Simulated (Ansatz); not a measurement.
The Ansatz input:

```
crystal:
  lattice:
    - [2.8621655485, 0.0, 0.0]
    - [0.0, 2.8621655485, 0.0]
    - [0.0, 0.0, 25.5864966455]
  atoms:
    - { symbol: Ni, position: [0.5, 0.5, 0.3322064805] }
    - { symbol: Al, position: [0.0, 0.0, 0.3881376537] }
    - { symbol: Ni, position: [0.5, 0.5, 0.4440688268] }
    - { symbol: Al, position: [0.0, 0.0, 0.5] }
    - { symbol: Ni, position: [0.5, 0.5, 0.5559311732] }
    - { symbol: Al, position: [0.0, 0.0, 0.6118623463] }
    - { symbol: Ni, position: [0.5, 0.5, 0.6677935195] }
basis:
  ecutwfc: 420
kpoints:
  mp_grid: { grid: [10, 10, 1] }
hamiltonian:
  xc: pbesol
scf:
  occupations: { method: gaussian, width: 0.1 }
output:
  forces: true
  eigenvalues: true
  write_density: true
  write_potential: true
  elf: true
  volumetric_format: npy
relax:
  adjacent_minimum: "off"
  f_tol: 0.03
  max_steps: 70
  constraints: [{ sites: [0, 1, 2] }]
efield:
  axis: 3
  dipole_correction: true
  ramp_width: 0.04
```

Launched with:
```bash
ansatz run input.yaml --threads 2 --pin off --max-ram 5120MiB --backend cpu --events-out ev --progress --plain --runs-dir out
```

What does the potential across the slab give for the work function?

The work function is 4.79 eV, the same on both faces. The two vacuum levels agree, so the slab has no net dipole along its normal. The outermost atoms are 8.5 Å apart, which leaves 17.1 Å of vacuum in a cell 25.6 Å high.

The run has no spin polarisation, so a magnetic state may lie lower.

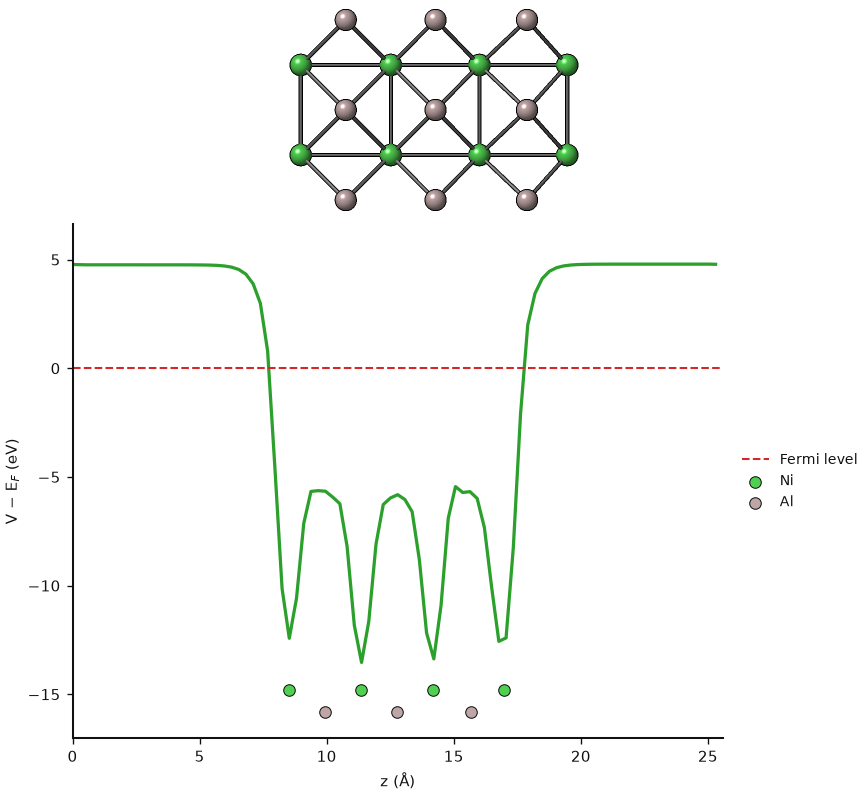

Plane-averaged electrostatic potential energy of an electron across the slab; circles at the bottom mark the heights of the atoms (positions after relaxation). The structure is drawn too.
